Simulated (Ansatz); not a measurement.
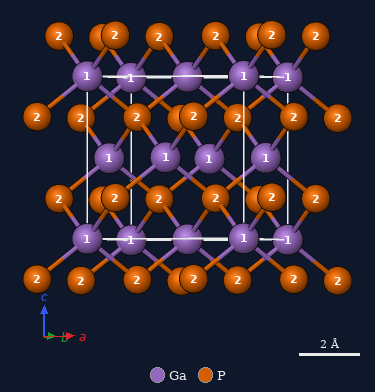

A crystal of GaP (built on the zincblende type), before the relaxation. The picture is a ball-and-stick view of the conventional cell (4 times the calculation's cell), seen from a free direction. Lengths and directions refer to the drawn axes.

These are results of Ansatz 0.2.0, DFT, r2SCAN, plane waves, PAW, not measurements.

Input file:
```yaml
crystal:
  lattice:
    - [0.0, 2.7530041267, 2.7530041267]
    - [2.7530041267, 0.0, 2.7530041267]
    - [2.7530041267, 2.7530041267, 0.0]
  atoms:
    - { symbol: Ga, position: [0.0, 0.0, 0.0] }
    - { symbol: P, position: [0.25, 0.25, 0.25] }
kpoints:
  mp_grid: { grid: [8, 8, 8] }
hamiltonian:
  xc: r2scan
scf:
  occupations: { method: fermi_dirac, width: 0.02 }
relax:
  f_tol: 0.005
  cell: {}
```

Command:
```bash
ansatz run input.yaml --threads 4 --pin off --max-ram 7372MiB --backend cpu --events-out ev --progress --plain --runs-dir out
```

Where does the relaxation end?

Answer. Over 2 accepted moves (3 points after the start) the energy falls by 4.8 meV per atom. All forces vanish by symmetry, so only the cell relaxes. The pressure goes from −2.46 to 0.03 GPa. At 1 point the geometry stayed and the basis and grid were re-selected for the new cell (energy shift of 0.2 meV per atom at most each time). No atom moves by more than 0.005 Å relative to the cell. The volume changes by −3.0 %, with a = b = c 5.506 → 5.451 Å (−1.0 %). Some distances before and after: Ga1–P2 2.384 → 2.360 Å. The space group stays F-43m (No. 216). Cost: 4.4 s on 4 threads of Intel(R) Xeon(R) Platinum 8488C (Sapphire Rapids), on a shared host, peak memory 0.6 GiB.

History of the run:

| step | E − E(0), meV/atom | pressure, GPa | volume, Å³/atom | note |
| --- | --- | --- | --- | --- |
| 0 | 0.00 | -2.46 | 20.865 |  |
| 1 | -4.67 | -0.63 | 20.400 |  |
| 2 | -5.00 | 0.03 | 20.244 |  |
| 3 | -4.85 | 0.03 | 20.244 | same geometry, new basis |

The structure at the end:

```
CELL_PARAMETERS angstrom
0.00000 2.72540 2.72540
2.72540 0.00000 2.72540
2.72540 2.72540 0.00000
ATOMIC_POSITIONS crystal
Ga 0.00000 0.00000 0.00000
P 0.25000 0.25000 0.25000
```

The end point in the same view:

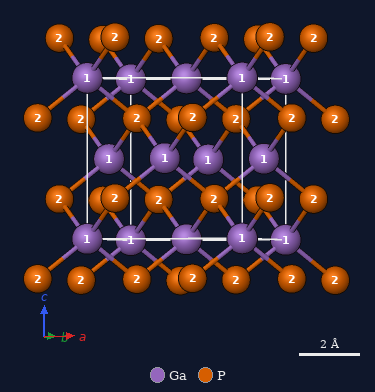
